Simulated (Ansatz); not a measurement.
**AlNi3: density, localisation and related maps**

The calculation's input:

```
crystal:
  lattice:
    - [5.0091156652, 0.0, 0.0]
    - [-2.5045578326, 4.3380214166, 0.0]
    - [0.0, 0.0, 4.04025638]
  atoms:
    - { symbol: Al, position: [0.66666667, 0.33333333, 0.25] }
    - { symbol: Al, position: [0.33333333, 0.66666667, 0.75] }
    - { symbol: Ni, position: [0.32852, 0.16426, 0.75], spin: -0.36 }
    - { symbol: Ni, position: [0.83574, 0.16426, 0.75], spin: -0.36 }
    - { symbol: Ni, position: [0.83574, 0.67148, 0.75], spin: -0.36 }
    - { symbol: Ni, position: [0.67148, 0.83574, 0.25], spin: -0.36 }
    - { symbol: Ni, position: [0.16426, 0.83574, 0.25], spin: -0.36 }
    - { symbol: Ni, position: [0.16426, 0.32852, 0.25], spin: -0.36 }
basis:
  ecutwfc: 500
kpoints:
  mp_grid: { grid: [12, 12, 10] }
hamiltonian:
  xc: r2scan
scf:
  occupations: { method: gaussian, width: 0.1 }
output:
  forces: true
  stress: true
  eigenvalues: true
  populations: true
  write_density: true
  write_potential: true
  elf: true
  volumetric_format: npy
magnetization:
  spin_polarized: true
relax:
  adjacent_minimum: "off"
  f_tol: 0.01
  max_steps: 40
```

Launched as:

```sh
ansatz run input.yaml --threads 2 --pin off --max-ram 5120MiB --backend cpu --events-out ev --progress --plain --runs-dir out
```

Below, planes, directions and counts refer to the conventional cell (a = 5.01 Å, b = 5.01 Å, c = 4.04 Å, α = 90.00°, β = 90.00°, γ = 120.00°).

Space group P6₃/mmc; a structure from a database of computed crystals, not necessarily the ambient phase; spin-polarised.

Method: DFT r2SCAN, scalar-relativistic, plane waves, PAW (Ansatz 0.2.0).

In a PAW calculation such maps are meaningful between the atoms, not at the nuclei.

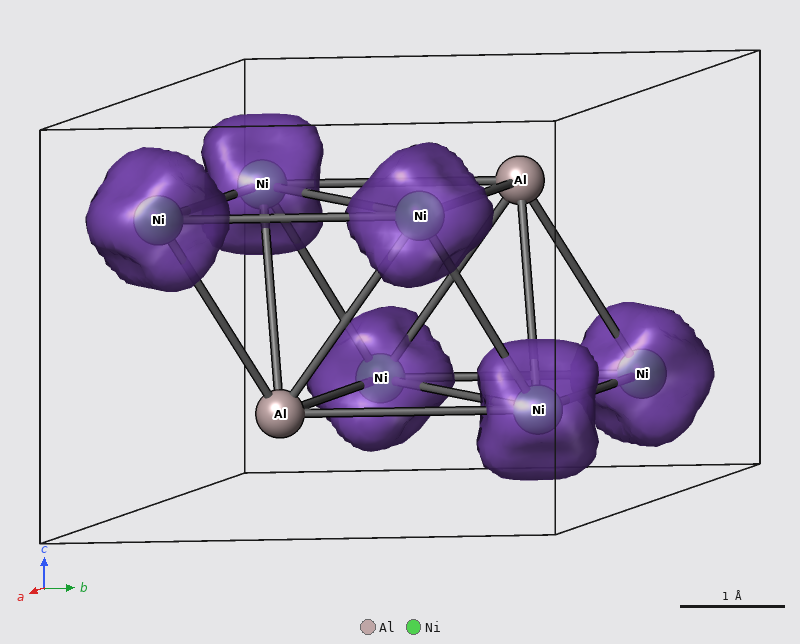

Figure 1. Isosurface of the spin density (up minus down) at −0.06 e/Å³ (purple), seen slightly off an axis. Sticks mark near contacts.

### Where is the spin, and how is it ordered?

The spin density sits on Ni: −0.3 μB (×6) in one cell of 8 atoms: parallel main moments (a ferromagnetic arrangement) in this solution. The cell of the calculation (8 atoms) carries 1.7 μB of net spin moment.

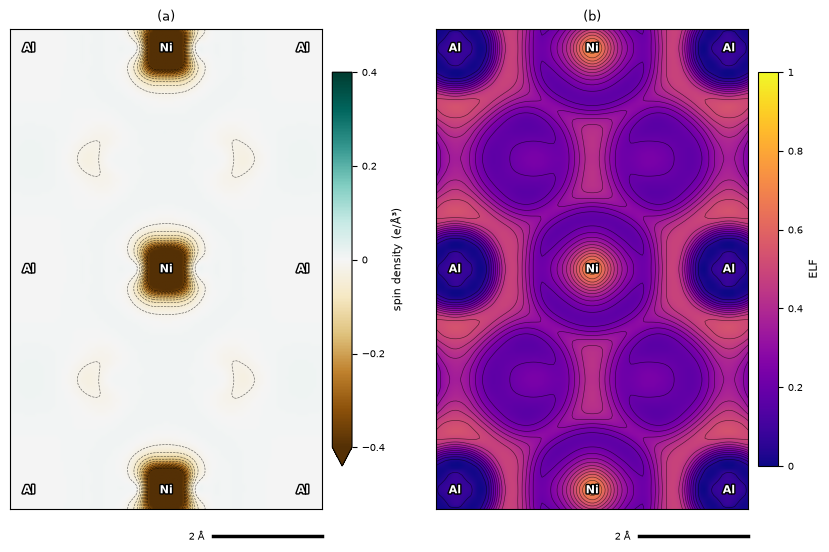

Figure 2. (a) spin density (up minus down); (b) ELF on the (100) plane of the conventional cell.

### Read the bonding off the picture.

- The plane passes through Al and Ni nuclei.
- Atoms just off the plane (Ni, 0.7 Å away) can leave unmarked features too.
- Al–Ni (2.50 Å): the ELF is about 0.40 at the midpoint.
- The features right at Ni lie inside the PAW spheres, where the map follows smoothed inner orbitals and isn't to be read closely.

### Metal or insulator at this level of theory?

It is gapless in this calculation (a metal or semimetal).
